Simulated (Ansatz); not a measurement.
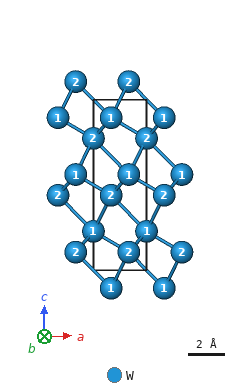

This is the input geometry for a relaxation of a crystal of W (built on the grey arsenic (A7)_166 type) (coarse preliminary run). A ball-and-stick model of the conventional cell (3 times the calculation's cell), seen along the b axis. Lengths and directions refer to the drawn axes.

Case: grey arsenic (A7) type (R-3m, No. 166).

These are results of DFT PBE, scalar-relativistic, plane waves, PAW (Ansatz 0.2.0), not measurements.

Input file:
```yaml
crystal:
  lattice:
    - [1.7307842337, 0.9992687433, 3.2095318524]
    - [-1.7307842337, 0.9992687433, 3.2095318524]
    - [0.0, -1.9985374865, 3.2095318524]
  atoms:
    - { symbol: W, position: [0.22754, 0.22754, 0.22754] }
    - { symbol: W, position: [0.77246, 0.77246, 0.77246] }
basis:
  ecutwfc: 420
kpoints:
  mp_grid: { grid: [6, 6, 6] }
hamiltonian:
  xc: pbe
scf:
  occupations: { method: gaussian, width: 0.1 }
  lower_state_search: "off"
output:
  forces: true
  stress: true
  eigenvalues: true
relax:
  adjacent_minimum: "off"
  f_tol: 0.04
  max_steps: 70
  cell: { stress_tol: 0.4 }
```

What does the optimiser find from here?

Answer. Over 11 accepted moves (13 points after the start) the energy falls by 1804 meV per atom. Largest force component: 8.6 eV/Å at the start, 0.00033 eV/Å at the end. The pressure goes from 48.44 to 0.05 GPa. At 2 points the geometry stayed and the basis and grid were re-selected for the new cell (energy shift of 36.2 meV per atom at most each time). The largest moves relative to the cell, 0.28 Å, are those of W1 and W2. W1 goes along +c. The drawn cell changes as follows: a = b 3.462 → 3.007 Å (−13.1 %), c 9.629 → 12.672 Å (+31.6 %); the volume changes by −0.7 %. Some distances before and after: W1–W1 3.462 → 3.007 Å, W1–W2 2.317 → 2.734 Å, W1–W2 (another image) 2.854 → 2.734 Å. Among the angles between lasting bonds that change: W2–W1–W2 96.7° → 66.7°, W2–W1–W2 93.4° → 113.3°, W2–W1–W2 164.8° → 180.0°. The space group stays R-3m (No. 166). The run took roughly 20 core-seconds on a shared host.

The structure at the end:

```xyz
2
Lattice="1.5036 0.8681 4.2241 -1.5036 0.8681 4.2241 0.0000 -1.7362 4.2241" Properties=species:S:1:pos:R:3 pbc="T T T"
W     0.0000    0.0000    3.1681
W     0.0000    0.0000    9.5042
```

After the run, drawn alike:

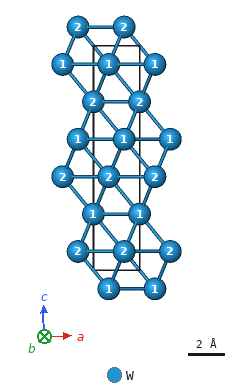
